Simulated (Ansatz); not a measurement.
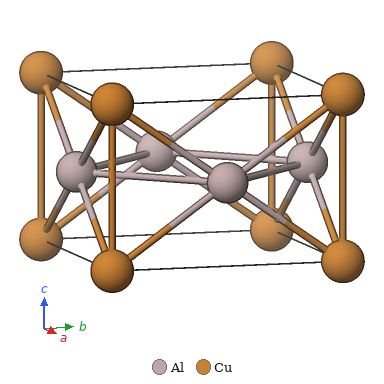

System: Al₂Cu, space group P4/mmm (No. 123). The picture shows the cell.

Starting cell:
```xyz
3
Lattice="4.0880 0.0000 0.0000 0.0000 4.0880 0.0000 0.0000 0.0000 2.8513" Properties=species:S:1:pos:R:3 pbc="T T T"
Al    2.0440    0.0000    1.4257
Al    0.0000    2.0440    1.4257
Cu    0.0000    0.0000    0.0000
```

Calculation (Ansatz 0.2.0): biaxial strain in the xy plane and strain along z of a crystal, fractional coordinates fixed, by plane-wave density functional theory with PAW datasets, free energies less that of the undisturbed cell. Level: r2SCAN, no spin polarisation.

- wave cutoff: 500 eV
- k mesh: 12×12×16
- occupations: Gaussian
- smearing width: 0.15 eV
- k shift: (0, 0, 0) (mesh steps)
- start: relaxed

Describe the result: the map of the energy change over strain zz and strain xx = yy. The grid: strain zz −0.03, −0.015, 0, 0.015, 0.03 ; strain xx = yy −0.03, −0.015, 0, 0.015, 0.03.

At the origin the energy is lower than all eight neighbouring grid points, so a minimum lies at or close to the given structure. The energy change is least, 0.00 meV/atom, at strain zz of 0 and strain xx = yy of 0, and largest, 45.94 meV/atom, at strain zz of −0.03 and strain xx = yy of −0.03. Near the origin the softest direction lies along strain zz, turned by about 20° so that strain xx = yy takes the opposite sign; the curvature across the valley is 3.7 times that along it.

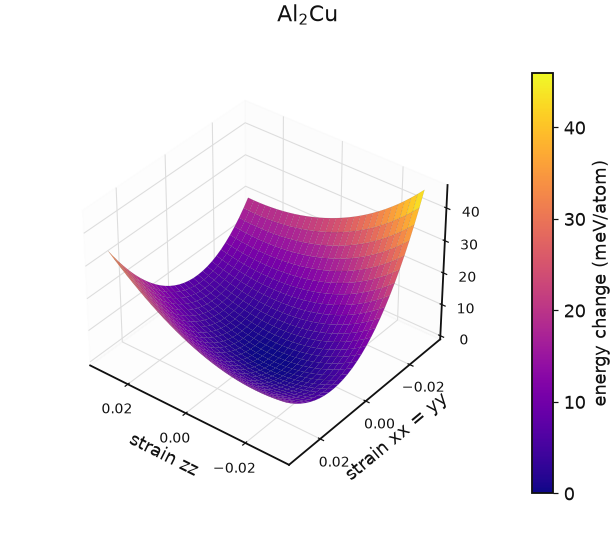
